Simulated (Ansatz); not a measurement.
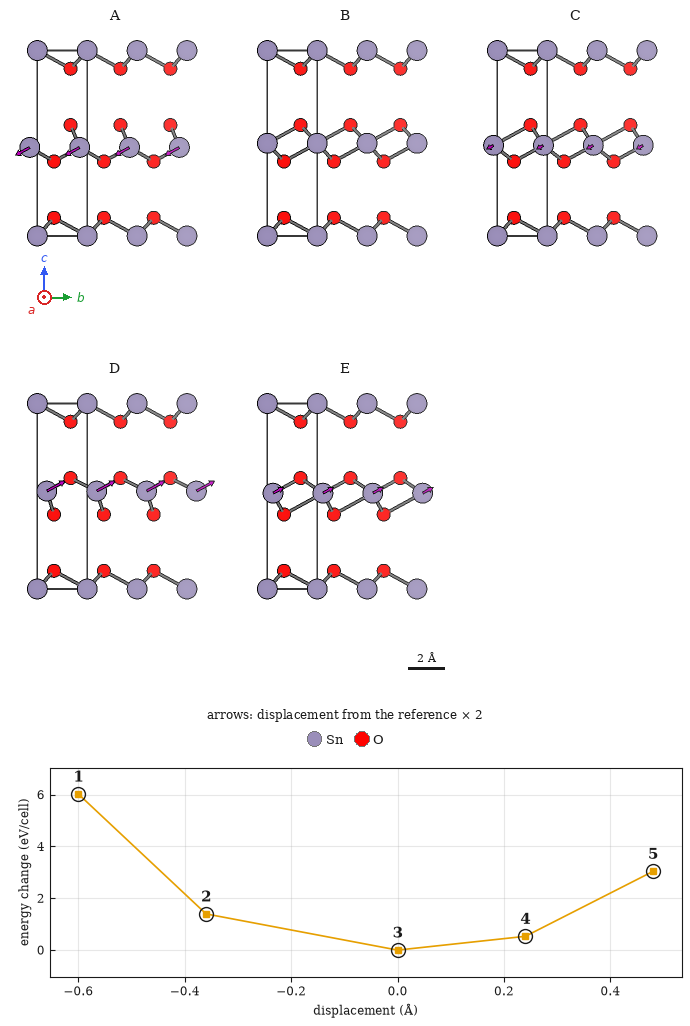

Energy scan for a crystal of SnO2 (P6_3/mmc), in which a Sn atom (one in each cell of 6 atoms) is moved towards the nearest copy of atom 3 (O) at 2.114 Å, all else fixed. The frames are shuffled; the numbered points of the plot belong to them. Style: ball-and-stick. Shown: the cell of the calculation, repeated 2 × 3 × 1 with one cell outlined, along the a axis. Purple arrows: displacements from the reference.

Method: DFT PBE+D3(BJ), scalar-relativistic, plane waves, PAW in Ansatz 0.2.0. Settings: plane-wave cutoff 420 eV; k-point mesh 12 × 12 × 4; occupations gaussian; smearing width 0.05 eV; no spin polarisation. Energies (free energies at the smearing named) are counted from the relaxed crystal.

Match the frames to the points.

Point 1 is frame D (the displacement −0.60 Å, 6.02 eV/cell); 2 is frame E (the displacement −0.36 Å, 1.40 eV/cell); 3 is frame B (the displacement 0.00 Å, 0.00 eV/cell); 4 is frame C (the displacement 0.24 Å, 0.53 eV/cell); 5 is frame A (the displacement 0.48 Å, 3.04 eV/cell). Of the computed points the lowest is at the displacement 0.00 Å, 0.00 eV/cell. The end points stand at 6.02 eV/cell (−0.60 Å) and 3.04 eV/cell (0.48 Å). The curvature at zero is about 30 eV/Å². At the highest point the shortest interatomic distance is 1.51 Å, against 2.11 Å in the reference. The distortion takes the space group from P6_3/mmc to Cm.
